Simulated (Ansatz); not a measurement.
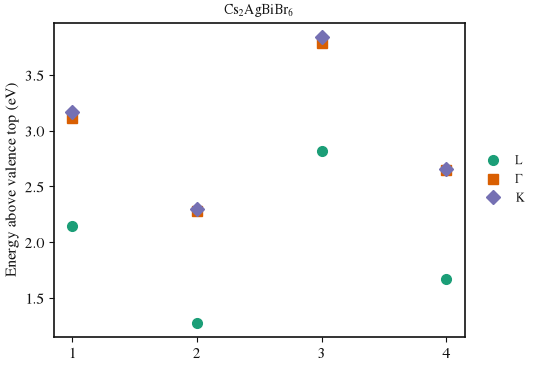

Lowest conduction level at each named k point, counted from the valence-band top at X, by several methods on one cell of Cs$_{2}$AgBiBr$_{6}$, space group Fm-3m (No. 225), 10 atoms in the primitive cell, relaxed with r2SCAN; cubic a = 11.346 Å. All runs are without spin-orbit coupling and carry no moments.

Question: Which column is which method? They are r2SCAN, PBE0, PBE and HSE06.

Answer: 1 is HSE06; 2 is PBE; 3 is PBE0; 4 is r2SCAN.

| method | program | L (eV) | Γ (eV) | K (eV) |
| --- | --- | --- | --- | --- |
| PBE | Ansatz | 1.28 | 2.28 | 2.30 |
| r2SCAN | Ansatz | 1.67 | 2.65 | 2.66 |
| HSE06 | Ansatz | 2.15 | 3.11 | 3.17 |
| PBE0 | Ansatz | 2.82 | 3.79 | 3.84 |

Question: Does HSE06 shift these levels rigidly from PBE?

Answer: The shifts are +0.87 eV at L, +0.83 eV at Γ and +0.87 eV at K, and at points that aren't plotted +0.84 eV (X) and +0.88 eV (W): over the named points that both runs hold, a spread of 0.05 eV on a mean of 0.86 eV, so one shift describes them well.

Settings. PBE: Ansatz PAW set, 4×4×4 k mesh, 420 eV cutoff, Fermi-Dirac smearing of 0.02 eV (Ansatz 0.2.0). r2SCAN: Ansatz PAW set, 4×4×4 k mesh, 500 eV cutoff, fixed occupations (Ansatz 0.2.0). HSE06: Ansatz PAW set, 2×2×2 k mesh, 420 eV cutoff, fixed occupations (Ansatz 0.2.0). PBE0: Ansatz PAW set, 2×2×2 k mesh, 420 eV cutoff, fixed occupations (Ansatz).

Spin-orbit coupling is left out, which matters for Bi and Br. r2SCAN, HSE06 and PBE0: the PAW data sets were made with another functional. HSE06 and PBE0: the k mesh is coarse, so the values aren't converged, least of all with exact exchange.
